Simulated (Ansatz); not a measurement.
Geometry relaxation of Mg₈O₉ (part 1 of 2)

System: Mg₈O₉ (defect cell, 17 atoms in the cell).
Method: DFT PBEsol, scalar-relativistic, plane waves, PAW, PAW set soft_1, spin-polarised (Ansatz 0.2.0).

The structure derives from an entry of the Crystallography Open Database. It belongs to a series of runs on one base structure; here: end point B relaxed.

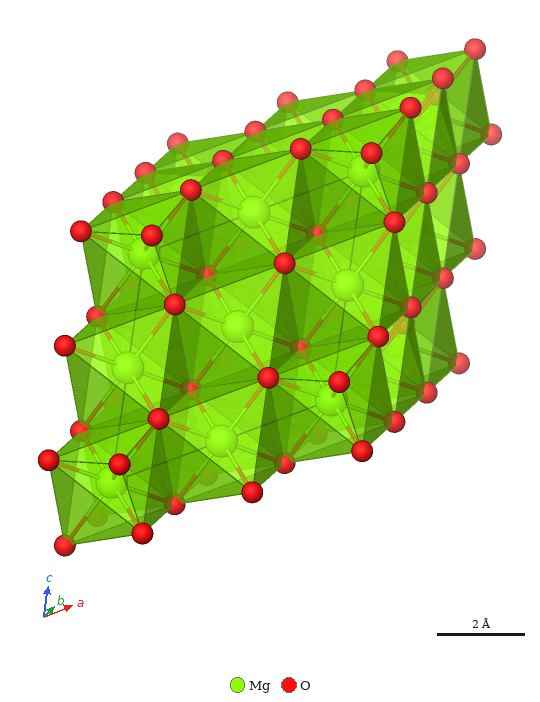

The starting structure (polyhedral view of the cell of the calculation, seen slightly off an axis; polyhedra are completed across the faces of the cell). An atom can appear more than once, as a periodic image.

## The input
```yaml
crystal:
  lattice:
    - [0.0, 3.89, 3.89]
    - [3.89, 0.0, 3.89]
    - [3.89, 3.89, 0.0]
  atoms:
    - { symbol: Mg, position: [0.0, 0.0, 0.0] }
    - { symbol: O, position: [0.25, 0.25, 0.25] }
    - { symbol: Mg, position: [0.0, 0.0, 0.5] }
    - { symbol: O, position: [0.25, 0.25, 0.75] }
    - { symbol: Mg, position: [0.0, 0.5, 0.0] }
    - { symbol: O, position: [0.25, 0.75, 0.25] }
    - { symbol: Mg, position: [0.0, 0.5, 0.5] }
    - { symbol: O, position: [0.25, 0.75, 0.75] }
    - { symbol: Mg, position: [0.5, 0.0, 0.0] }
    - { symbol: O, position: [0.75, 0.25, 0.25] }
    - { symbol: Mg, position: [0.5, 0.0, 0.5] }
    - { symbol: O, position: [0.75, 0.25, 0.75] }
    - { symbol: Mg, position: [0.5, 0.5, 0.0] }
    - { symbol: O, position: [0.75, 0.75, 0.25] }
    - { symbol: Mg, position: [0.5, 0.5, 0.5] }
    - { symbol: O, position: [0.75, 0.75, 0.75] }
    - { symbol: O, position: [1.12645363, 0.627539, 1.1275511], spin: 1.0 }
magnetization:
  spin_polarized: true
basis:
  ecutwfc: 420.0
kpoints:
  mp_grid: { grid: [2, 2, 2] }
hamiltonian:
  xc: pbesol
  pseudopotentials: { kind: paw, azcp: { folder: soft_1 } }
scf:
  occupations: { method: gaussian, width: 0.05 }
  lower_state_search: "off"
relax:
  f_tol: 0.03
  max_steps: 60
  adjacent_minimum: "off"
```

Command:
```bash
ansatz run input.yaml --threads 2 --pin off --max-ram 5120MiB --backend cpu --events-out ev --progress --plain --runs-dir out
```

## The program's output
```
Warning: the atoms were moved onto the symmetric positions of the space group found under crystal.symmetry.tolerance 1.0e-5 (fractional; no operation is sought that the atoms, as they stand in a round, miss by more than twice it, and no atom is moved by as much as it), and the run uses the moved positions. Before a round's move an operation carried an atom to 6.26e-5 Å from where it should land, the largest such distance. Atom 16 (counting from 0) moved farthest, by 3.33e-5 Å; the longest move in fractions of the cell, of whichever atom, is 0.85 of the tolerance, in 1 round. To run the atoms as typed, lower crystal.symmetry.tolerance until the operations that they miss are no longer found, or set crystal.symmetry.detect: false (a key that needs symmetry detection or time reversal refuses this as the deck is read). The positions used, in the order of the run's atom list: position: [0.0, 8.816474780394394e-17, -9.143011275516847e-17]; position: [0.25, 0.2500000000000001, 0.2499999999999999]; position: [0.0, 8.816474780394394e-17, 0.4999999999999999]; position: [0.25, 0.2500000000000001, 0.7499999999999999]; position: [0.0, 0.5000000000000001, -9.143011275516847e-17]; position: [0.25, 0.7500000000000001, 0.2499999999999999]; position: [0.0, 0.5000000000000001, 0.4999999999999999]; position: [0.25, 0.7500000000000001, 0.7499999999999999]; position: [0.5, 8.816474780394394e-17, -9.143011275516847e-17]; position: [0.75, 0.2500000000000001, 0.2499999999999999]; position: [0.5, 8.816474780394394e-17, 0.4999999999999999]; position: [0.75, 0.2500000000000001, 0.7499999999999999]; position: [0.5, 0.5000000000000001, -9.143011275516847e-17]; position: [0.75, 0.7500000000000001, 0.2499999999999999]; position: [0.5, 0.5000000000000001, 0.4999999999999999]; position: [0.75, 0.7500000000000001, 0.7499999999999999]; position: [1.12645363, 0.62754505, 1.1275450500000002];
Warning: [file] the record states the generating functional pbe (its physics header spells it `PBE`), which answers neither for hamiltonian.xc's functional nor for the pbesol family's — results may be inconsistent (PPs are generated against a specific XC)
Warning: [file] the record states the generating functional pbe (its physics header spells it `PBE`), which answers neither for hamiltonian.xc's functional nor for the pbesol family's — results may be inconsistent (PPs are generated against a specific XC)
Engine: ansatz 0.2.0, aarch64-unknown-linux-gnu
Pseudopotentials: kind: paw
Pseudopotential: Mg, paw, valence charge 10, recommended cutoff 420 eV (normal), [file]
Pseudopotential: O, paw, valence charge 6, recommended cutoff 420 eV (normal), [file]
Functional definition: PBEsol
  exchange = pbesol_x
  correlation = pbesol_c
Crystal: 17 atoms, lattice volume = 117.728 Å³
Basis set: ecut = 420 eV, 2277 PW (Γ), exchange–correlation on 80×80×80 points (8 copies of the dense FFT grid, shifted against one another)
Bands: 85, of which v1, the nominal top of the filled ones, is band 67 counted from 1 (66 counted from 0)
Symmetry: 2 space group operations
Space group: Cm (ITA 8), of the structure as read, at distance tolerance 4.9e-5 Å
Magnetic group: BNS 8.32 (UNI 39), of the structure as read, at distance tolerance 4.9e-5 Å
k-points: 6 of 8
Non-local potential: Mg, projectors of the file, l = 0: 3, l = 1: 2, l = 2: 1
Non-local potential: O, projectors of the file, l = 0: 2, l = 1: 2, l = 2: 1
PAW form: soft (Blöchl's): semilocal exchange-correlation on the pseudo side does not see the compensation charge
PAW frozen core: Mg, regenerated for the run's functional, and the local potential with it (the file was generated under x = pbe(κ = 0.804, μ = 0.2195149727645171), c = pbe(β = 0.06672455060314922))
PAW frozen core: O, regenerated for the run's functional, and the local potential with it (the file was generated under x = pbe(κ = 0.804, μ = 0.2195149727645171), c = pbe(β = 0.06672455060314922))
PAW one-centre angular grid: Mg, 110 points (default); XC on 64 Gauss nodes
PAW one-centre angular grid: O, 110 points (default); XC on 64 Gauss nodes
Initial density: superposition of atomic densities (chi_scale 0.1, normalization cell, long waves kept (reshape's long-wave potential 0.06 eV rms))
Starting moments: Σ|m| = 1 μB on 1 of 17 sites
Initial wavefunctions: pseudopotential atomic-orbital guess
Functional: x = pbesol(κ = 0.804, μ = 0.12345679012345678), c = pbesol(β = 0.046)
SCF iter   1: F=—  HF=-20344.434779 eV  |F-HF|=—  |Δ(HF+E_count)|=         —  Δρ=4.93e-2 (↑4.93e-2 ↓4.43e-2)  dr2=5.36e0  dr2_m=3.25e-1  M=1.749 μB ∫|m|=1.759 μB  β_m=1.00  ethr=3.10e-3  ⟨swp⟩=5.8  Hψ=4307  notcnv=0  defer=6
preconditioner: auto → Kerker (q_TF=auto, 2.788 Å⁻¹)  [metal: Δε(μ)=0.030 eV  Ē_g=18.286 eV  σ=0.050 eV  W_gap=0.32  n_scr=50 (ndim 8)  ℏωp=28.6 eV  f_vac=0.000  D(μ)=3.62/eV (n_scr^D=26)]
spin=Collinear: Kerker preconditioning applied to the charge; magnetization (m = ρ↑ − ρ↓) channel mixes plain (no charge-response kernel on spin).
SCF iter   2: F=—  HF=-20344.162095 eV  |F-HF|=—  |Δ(HF+E_count)|=   2.73e-1  Δρ=3.34e-2 (↑3.34e-2 ↓3.05e-2)  dr2=2.89e0  dr2_m=6.19e-2  M=2.000 μB ∫|m|=2.019 μB  β_m=1.00  ethr=3.10e-3  ⟨swp⟩=2.0  Hψ=1260  notcnv=0  defer=128
SCF iter   3: F=—  HF=-20344.048016 eV  |F-HF|=—  |Δ(HF+E_count)|=   1.14e-1  Δρ=9.35e-3 (↑8.88e-3 ↓9.35e-3)  dr2=2.80e-1  dr2_m=1.85e-3  M=2.000 μB ∫|m|=2.030 μB  β_m=1.00  ethr=2.16e-3  ⟨swp⟩=2.3  Hψ=1761  notcnv=0  defer=128
SCF iter   4: F=—  HF=-20344.037516 eV  |F-HF|=—  |Δ(HF+E_count)|=   1.05e-2  Δρ=4.06e-3 (↑4.02e-3 ↓4.06e-3)  dr2=5.37e-2  dr2_m=7.53e-4  M=2.000 μB ∫|m|=2.035 μB  β_m=0.30  ethr=2.09e-4  ⟨swp⟩=2.0  Hψ=1301  notcnv=0  defer=128
SCF iter   5: F=—  HF=-20344.053066 eV  |F-HF|=—  |Δ(HF+E_count)|=   1.56e-2  Δρ=2.52e-3 (↑2.00e-3 ↓2.52e-3)  dr2=1.95e-2  dr2_m=1.01e-3  M=2.000 μB ∫|m|=2.037 μB  β_m=0.30  ethr=4.01e-5  ⟨swp⟩=2.0  Hψ=1807  notcnv=0  defer=128
SCF iter   6: F=—  HF=-20344.066271 eV  |F-HF|=—  |Δ(HF+E_count)|=   1.32e-2  Δρ=1.53e-3 (↑1.53e-3 ↓1.23e-3)  dr2=4.87e-3  dr2_m=5.63e-4  M=2.000 μB ∫|m|=2.040 μB  β_m=0.30  ethr=1.46e-5  ⟨swp⟩=2.0  Hψ=1364  notcnv=0  defer=128
SCF iter   7: F=—  HF=-20344.071208 eV  |F-HF|=—  |Δ(HF+E_count)|=   4.94e-3  Δρ=1.06e-3 (↑9.47e-4 ↓1.06e-3)  dr2=2.48e-3  dr2_m=5.22e-4  M=2.000 μB ∫|m|=2.042 μB  β_m=0.30  ethr=3.63e-6  ⟨swp⟩=2.0  Hψ=1308  notcnv=0  defer=128
Mixer restart at iter 7: flushing history
spin-set hold released at iteration 7 (site moments contracting): the magnetisation degrees of freedom join the quasi-Newton model from the next iteration; the mixer history was flushed
SCF iter   8: F=—  HF=-20344.073751 eV  |F-HF|=—  |Δ(HF+E_count)|=   2.54e-3  Δρ=7.70e-4 (↑7.57e-4 ↓7.70e-4)  dr2=1.70e-3  dr2_m=3.20e-4  M=2.000 μB ∫|m|=2.043 μB  β_m=0.65  ethr=1.85e-6  ⟨swp⟩=2.0  Hψ=949  notcnv=0  defer=128
SCF iter   9: F=—  HF=-20344.076375 eV  |F-HF|=—  |Δ(HF+E_count)|=   2.62e-3  Δρ=3.08e-4 (↑2.21e-4 ↓3.08e-4)  dr2=4.82e-4  dr2_m=3.27e-5  M=2.000 μB ∫|m|=2.049 μB  β_m=0.77  ethr=1.27e-6  ⟨swp⟩=2.2  Hψ=1487  notcnv=0  defer=128
SCF iter  10: F=—  HF=-20344.076262 eV  |F-HF|=—  |Δ(HF+E_count)|=   1.13e-4  Δρ=2.02e-4 (↑1.17e-4 ↓2.02e-4)  dr2=1.78e-4  dr2_m=6.04e-6  M=2.000 μB ∫|m|=2.050 μB  β_m=0.82  ethr=3.60e-7  ⟨swp⟩=2.0  Hψ=1201  notcnv=0  defer=128
SCF iter  11: F=—  HF=-20344.076211 eV  |F-HF|=—  |Δ(HF+E_count)|=   5.05e-5  Δρ=6.95e-5 (↑5.74e-5 ↓6.95e-5)  dr2=3.93e-5  dr2_m=1.15e-6  M=2.000 μB ∫|m|=2.050 μB  β_m=0.91  ethr=1.33e-7  ⟨swp⟩=2.0  Hψ=1223  notcnv=0  defer=128
iter 12 did not close the SCF: its close was put off for a magnetic moment that had not settled (scf_convergence_deferred on its scf_iter line)
SCF iter  12: F=-20344.076190 eV  HF=-20344.076196 eV  |F-HF|=6.43e-6  |Δ(HF+E_count)|=   1.48e-5  Δρ=6.76e-5 (↑2.87e-5 ↓6.76e-5)  dr2=8.34e-6  dr2_m=1.22e-6  M=2.000 μB ∫|m|=2.050 μB  β_m=0.96  ethr=1.68e-8  ⟨swp⟩=3.7  Hψ=2704  notcnv=0
SCF iter  13: F=-20344.076194 eV  HF=-20344.076194 eV  |F-HF|=8.25e-7  |Δ(HF+E_count)|=   1.88e-6  Δρ=1.61e-5 (↑1.27e-5 ↓1.61e-5)  dr2=1.06e-6  dr2_m=1.01e-8  M=2.000 μB ∫|m|=2.050 μB  ethr=6.22e-9  ⟨swp⟩=2.0  Hψ=3032  notcnv=0
SCF 1 converged in 13 iterations: F = -20344.076194 eV  dr2 = 1.06e-6
  greatest PAW one-centre occupation: 1.001 electrons in one spin orbital (limit 2), on the Mg atom at site 6 (counted from 0), in its partial waves of l = 1
relax step   1: F+E_penalty+E_count = -20344.07619358 eV  Δ(F+E_penalty+E_count) = +0.000e0 eV  max|allowed force component| = 5.890e0 eV/Å  Δτ_max = 0.0000 Å  (13 SCF iters, dr2 threshold 2.25e-5 eV, accepted)
Initial density: handed on by an earlier stage of this run
Starting moments: Σ|m| = 1 μB on 1 of 17 sites; this step starts from the density that it was given
Initial wavefunctions: those handed on with the density
iter 1 solved again at ethr=5.59e-5 eV; its pass at ethr=3.10e-3 eV (dr2=7.49e-2 eV) is discarded
SCF iter   1: F=—  HF=-20347.345226 eV  |F-HF|=—  |Δ(HF+E_count)|=         —  Δρ=9.80e-3 (↑9.80e-3 ↓9.52e-3)  dr2=7.51e-2  dr2_m=4.99e-2  M=2.000 μB ∫|m|=2.058 μB  β_m=0.30  ethr=5.59e-5  ⟨swp⟩=1.5  Hψ=3665  notcnv=0  defer=128
preconditioner: auto → Resta (q_TF=auto, 2.788 Å⁻¹)  ε∞=3.4  [insulator: Δε(μ)=0.049 eV  Ē_g=18.334 eV  σ=0.050 eV  W_gap=0.51  n_scr=50 (ndim 8)  ℏωp=28.6 eV  f_vac=0.000  D(μ)=2.27/eV (n_scr^D=14)  ε∞_Penn≈3.4]
spin=Collinear: Resta preconditioning applied to the charge; magnetization (m = ρ↑ − ρ↓) channel mixes plain (no charge-response kernel on spin).
SCF iter   2: F=—  HF=-20347.348043 eV  |F-HF|=—  |Δ(HF+E_count)|=   2.82e-3  Δρ=6.92e-3 (↑6.92e-3 ↓6.50e-3)  dr2=3.13e-2  dr2_m=2.58e-2  M=2.000 μB ∫|m|=2.060 μB  β_m=0.59  ethr=5.59e-5  ⟨swp⟩=2.0  Hψ=919  notcnv=0  defer=128
preconditioner: auto → Kerker (q_TF=auto, 2.788 Å⁻¹)  [metal: Δε(μ)=0.022 eV  Ē_g=18.333 eV  σ=0.050 eV  W_gap=0.24  n_scr=50 (ndim 8)  ℏωp=28.6 eV  f_vac=0.000  D(μ)=2.82/eV (n_scr^D=14)]
spin=Collinear: Kerker preconditioning applied to the charge; magnetization (m = ρ↑ − ρ↓) channel mixes plain (no charge-response kernel on spin).
[...]
  greatest PAW one-centre occupation: 1.001 electrons in one spin orbital (limit 2), on the Mg atom at site 0 (counted from 0), in its partial waves of l = 1
relax step   2: F+E_penalty+E_count = -20347.35650250 eV  Δ(F+E_penalty+E_count) = -3.280e0 eV  max|allowed force component| = 3.012e0 eV/Å  Δτ_max = 0.1016 Å  (6 SCF iters, dr2 threshold 1.00e-4 eV, accepted)
preconditioner: auto → Resta (q_TF=auto, 2.788 Å⁻¹)  ε∞=3.5  [insulator: Δε(μ)=0.117 eV  Ē_g=18.240 eV  σ=0.050 eV  W_gap=0.51  n_scr=50 (ndim 8)  ℏωp=28.6 eV  f_vac=0.000  D(μ)=3.04/eV (n_scr^D=14)  ε∞_Penn≈3.5]
spin=Collinear: Resta preconditioning applied to the charge; magnetization (m = ρ↑ − ρ↓) channel mixes plain (no charge-response kernel on spin).
relax step   3: F+E_penalty+E_count = -20348.78916143 eV  Δ(F+E_penalty+E_count) = -1.433e0 eV  max|allowed force component| = 3.501e0 eV/Å  Δτ_max = 0.1173 Å  (12 SCF iters, dr2 threshold 1.00e-4 eV, accepted)
preconditioner: auto → Resta (q_TF=auto, 2.788 Å⁻¹)  ε∞=3.5  [insulator: Δε(μ)=2.522 eV  Ē_g=18.274 eV  σ=0.050 eV  W_gap=1.00  n_scr=50 (ndim 8)  ℏωp=28.6 eV  f_vac=0.000  D(μ)=0.00/eV (n_scr^D=0)  ε∞_Penn≈3.5]
spin=Collinear: Resta preconditioning applied to the charge; magnetization (m = ρ↑ − ρ↓) channel mixes plain (no charge-response kernel on spin).
WARN: the starting moments were not kept: the SCF closed with an absolute magnetisation of 5.8e-5 μB, where they sum to 1 μB in size (1 site). That is at most 0.1 of that sum. Measured as dr2_m measures the in/out step, that magnetisation stands 1.8e-9 eV from none, at or under the dr2_threshold of 1.0e-4 eV: it is no larger than a step whose dr2_m would equal this threshold. The system may hold no moment; this SCF shows only that its start led to no more than that. This SCF took its magnetisation from the state that an earlier stage of the run handed on, and the starting moments (crystal.atoms[].spin, magnetization.per_species, magnetization.initial_magnetization, or on a non-collinear deck that types none of these the spinor_matrix: blocks that start its atoms; where the total moment is fixed, keep their sum and leave initial_magnetization as it is) reach it only through that state. Under a hybrid functional, moments that its semilocal warm-up loses can be held through it (magnetization.spin_locking: {lock_spins: true, release_at_the_exchange_loop: true}, refused in a deck that types no crystal.atoms[].spin or magnetization.per_species, and beside md: or magnetic_configurations:, beside output.atomic_orbital_hamiltonian at one k-point under exchange of full range, and beside output.current_voltage). To try another start, change the starting moments or, where the run itself opened from a saved state (the deck's checkpoint.read, a session's seed or a resume), run it without that state.
  greatest PAW one-centre occupation: 1.001 electrons in one spin orbital (limit 2), on the Mg atom at site 8 (counted from 0), in its partial waves of l = 1
relax step   4: F+E_penalty+E_count = -20349.80075179 eV  Δ(F+E_penalty+E_count) = -1.012e0 eV  max|allowed force component| = 2.842e0 eV/Å  Δτ_max = 0.1953 Å  (8 SCF iters, dr2 threshold 1.00e-4 eV, accepted)
preconditioner: auto → Resta (q_TF=auto, 2.788 Å⁻¹)  ε∞=3.4  [insulator: Δε(μ)=3.774 eV  Ē_g=18.439 eV  σ=0.050 eV  W_gap=1.00  n_scr=50 (ndim 8)  ℏωp=28.6 eV  f_vac=0.000  D(μ)=0.00/eV (n_scr^D=0)  ε∞_Penn≈3.4]
spin=Collinear: Resta preconditioning applied to the charge; magnetization (m = ρ↑ − ρ↓) channel mixes plain (no charge-response kernel on spin).
the starting moments were not kept: the SCF closed with an absolute magnetisation of 1.6e-4 μB, where they sum to 1 μB in size (1 site). That is at most 0.1 of that sum. Measured as dr2_m measures the in/out step, that magnetisation stands 1.8e-8 eV from none, at or under the dr2_threshold of 1.0e-4 eV: it is no larger than a step whose dr2_m would equal this threshold.
relax step   5: F+E_penalty+E_count = -20350.29761152 eV  Δ(F+E_penalty+E_count) = -4.969e-1 eV  max|allowed force component| = 1.939e0 eV/Å  Δτ_max = 0.1205 Å  (6 SCF iters, dr2 threshold 1.00e-4 eV, accepted)
preconditioner: auto → Resta (q_TF=auto, 2.788 Å⁻¹)  ε∞=3.3  [insulator: Δε(μ)=4.407 eV  Ē_g=18.679 eV  σ=0.050 eV  W_gap=1.00  n_scr=50 (ndim 8)  ℏωp=28.6 eV  f_vac=0.000  D(μ)=0.00/eV (n_scr^D=0)  ε∞_Penn≈3.3]
spin=Collinear: Resta preconditioning applied to the charge; magnetization (m = ρ↑ − ρ↓) channel mixes plain (no charge-response kernel on spin).
the starting moments were not kept: the SCF closed with an absolute magnetisation of 8.5e-5 μB, where they sum to 1 μB in size (1 site). That is at most 0.1 of that sum. Measured as dr2_m measures the in/out step, that magnetisation stands 5.2e-9 eV from none, at or under the dr2_threshold of 1.0e-4 eV: it is no larger than a step whose dr2_m would equal this threshold.
  greatest PAW one-centre occupation: 1.001 electrons in one spin orbital (limit 2), on the Mg atom at site 14 (counted from 0), in its partial waves of l = 1
relax step   6: F+E_penalty+E_count = -20351.59868278 eV  Δ(F+E_penalty+E_count) = -1.301e0 eV  max|allowed force component| = 1.498e0 eV/Å  Δτ_max = 0.2000 Å  (7 SCF iters, dr2 threshold 1.00e-4 eV, accepted)
preconditioner: auto → Resta (q_TF=auto, 2.788 Å⁻¹)  ε∞=3.3  [insulator: Δε(μ)=5.303 eV  Ē_g=18.841 eV  σ=0.050 eV  W_gap=1.00  n_scr=50 (ndim 8)  ℏωp=28.6 eV  f_vac=0.000  D(μ)=0.00/eV (n_scr^D=0)  ε∞_Penn≈3.3]
spin=Collinear: Resta preconditioning applied to the charge; magnetization (m = ρ↑ − ρ↓) channel mixes plain (no charge-response kernel on spin).
the starting moments were not kept: the SCF closed with an absolute magnetisation of 8.2e-5 μB, where they sum to 1 μB in size (1 site). That is at most 0.1 of that sum. Measured as dr2_m measures the in/out step, that magnetisation stands 2.0e-9 eV from none, at or under the dr2_threshold of 1.0e-4 eV: it is no larger than a step whose dr2_m would equal this threshold.
relax step   7: F+E_penalty+E_count = -20352.02543814 eV  Δ(F+E_penalty+E_count) = -4.268e-1 eV  max|allowed force component| = 1.575e0 eV/Å  Δτ_max = 0.2000 Å  (6 SCF iters, dr2 threshold 1.00e-4 eV, accepted)
preconditioner: auto → Resta (q_TF=auto, 2.788 Å⁻¹)  ε∞=3.3  [insulator: Δε(μ)=5.155 eV  Ē_g=18.741 eV  σ=0.050 eV  W_gap=1.00  n_scr=50 (ndim 8)  ℏωp=28.6 eV  f_vac=0.000  D(μ)=0.00/eV (n_scr^D=0)  ε∞_Penn≈3.3]
spin=Collinear: Resta preconditioning applied to the charge; magnetization (m = ρ↑ − ρ↓) channel mixes plain (no charge-response kernel on spin).
the starting moments were not kept: the SCF closed with an absolute magnetisation of 6.3e-5 μB, where they sum to 1 μB in size (1 site). That is at most 0.1 of that sum. Measured as dr2_m measures the in/out step, that magnetisation stands 1.6e-9 eV from none, at or under the dr2_threshold of 1.0e-4 eV: it is no larger than a step whose dr2_m would equal this threshold.
relax step   8: F+E_penalty+E_count = -20352.12625661 eV  Δ(F+E_penalty+E_count) = -1.008e-1 eV  max|allowed force component| = 2.741e-1 eV/Å  Δτ_max = 0.1125 Å  (5 SCF iters, dr2 threshold 1.00e-4 eV, accepted)
preconditioner: auto → Resta (q_TF=auto, 2.788 Å⁻¹)  ε∞=3.3  [insulator: Δε(μ)=5.138 eV  Ē_g=18.744 eV  σ=0.050 eV  W_gap=1.00  n_scr=50 (ndim 8)  ℏωp=28.6 eV  f_vac=0.000  D(μ)=0.00/eV (n_scr^D=0)  ε∞_Penn≈3.3]
spin=Collinear: Resta preconditioning applied to the charge; magnetization (m = ρ↑ − ρ↓) channel mixes plain (no charge-response kernel on spin).
the starting moments were not kept: the SCF closed with an absolute magnetisation of 3.4e-5 μB, where they sum to 1 μB in size (1 site). That is at most 0.1 of that sum. Measured as dr2_m measures the in/out step, that magnetisation stands 4.5e-10 eV from none, at or under the dr2_threshold of 4.7e-6 eV: it is no larger than a step whose dr2_m would equal this threshold.
```
